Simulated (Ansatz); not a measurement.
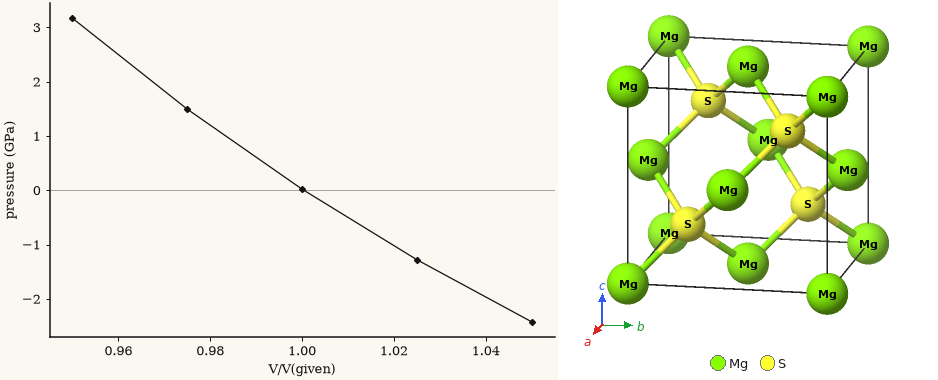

The plot gives the computed pressure against V/V(given) for MgS, space group F-43m (No. 216) (cell built by us, not taken from a database). The conventional cell is drawn beside the plot.

Starting cell:
```xyz
2
Lattice="0.0000 2.8484 2.8484 2.8484 0.0000 2.8484 2.8484 2.8484 0.0000" Properties=species:S:1:pos:R:3 pbc="T T T"
Mg    0.0000    0.0000    0.0000
S     1.4242    1.4242    1.4242
```

Computed with Ansatz 0.2.0: periodic Kohn-Sham DFT of a crystal at fixed atoms, scaled to the stated factor times the given cell; pressure positive in compression. Level: PBE.

| setting | value |
| --- | --- |
| method | frozen-core PAW |
| relativity | scalar |
| k mesh | 13×13×13 |
| occupations | Fermi–Dirac |
| smearing width | 0.05 eV |
| wave cutoff | 420 eV |
| PAW set | soft_2 |

V(given) is 23.11 Å³/atom.

> Read off the course of the pressure.

It falls from 3.169 GPa at V/V(given) 0.950 to −2.422 GPa at 1.050, and changes sign near 1.000.

> What does the calculation give for the volume at zero pressure from a fit of the pressures?

23.1 Å³/atom.

> What does the calculation give for the bulk modulus from that fit?

55.5 GPa.
